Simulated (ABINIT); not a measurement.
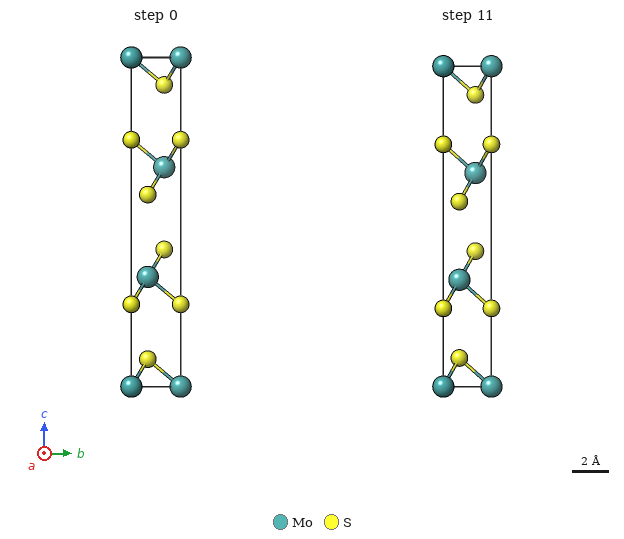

The structure of crystalline MoS2 (set up in R-3m) before (left) and after (right) a relaxation, at one scale.

A ball-and-stick model of the conventional cell (3 times the calculation's cell), seen along the a axis. Lengths and directions refer to the drawn axes.

The run lets cell and atoms move.

The calculation used ABINIT 10.8.3, Kohn-Sham DFT of a periodic cell, LDA, JTH PAW LDA v2.0.

The input:
```
# Pseudopotentials
pp_dirpath "./"
pseudos "Mo.LDA_PW-JTH.xml, S.LDA_PW-JTH.xml"

# Structure
acell 3*1.0
rprim
     2.9961607706     1.7298342274    11.5556689531
    -2.9961607706     1.7298342274    11.5556689531
     0.0000000000    -3.4596684549    11.5556689531
ntypat 2
znucl 42 16
natom 3
typat 1 2 2
xred
     0.0000000000     0.0000000000     0.0000000000
     0.2500000000     0.2500000000     0.2500000000
     0.7500000000     0.7500000000     0.7500000000
chkprim 0
chksymtnons 0
tolsym 1.0e-6

# Plane-wave basis
ecut 20.0
pawecutdg 40.0

# k points
kptopt 1
ngkpt 8 8 8
nshiftk 1
shiftk 0.0 0.0 0.0

# Exchange and correlation
ixc 7

# Bands and occupations
nband 17
occopt 3
tsmear 0.00183747

# SCF cycle
nstep 100
tolvrs 1.0e-9

# Output
iomode 3
prtwf 0
prtden 0
prteig 0
prtebands 0
enunit 1

# Relaxation
ionmov 22
ntime 60
tolmxf 0.0002
optcell 2
dilatmx 1.08
ecutsm 0.5
```

Run as
```bash
abinit run.abi > log 2>&1
```

Q: What changed between the two?

A: The run was cut off at its time limit before the relaxation converged, so the last structure is only a point on the way. The largest moves relative to the cell, 0.11 Å, are those of S atoms. Mo stays in place. The drawn cell changes as follows: a = b 3.171 → 3.095 Å (−2.4 %), c 18.345 → 17.858 Å (−2.7 %); the volume changes by −7.3 %. Among the contacts that change: Mo–S 2.385 → 2.395 Å. Bond angles that change, for instance: S–Mo–S 83.3° → 80.5°, S–Mo–S 96.7° → 99.5°, Mo–S–Mo 83.3° → 80.5°. The space group stays R-3m (No. 166). The energy falls by 21.1 meV per atom in 11 geometry steps. The largest force component goes from 0.57 to 0.097 eV/Å. The pressure goes from 0.26 to 0.70 GPa. At step 1 the optimiser overshot: the energy rose above the start, and later steps came back.
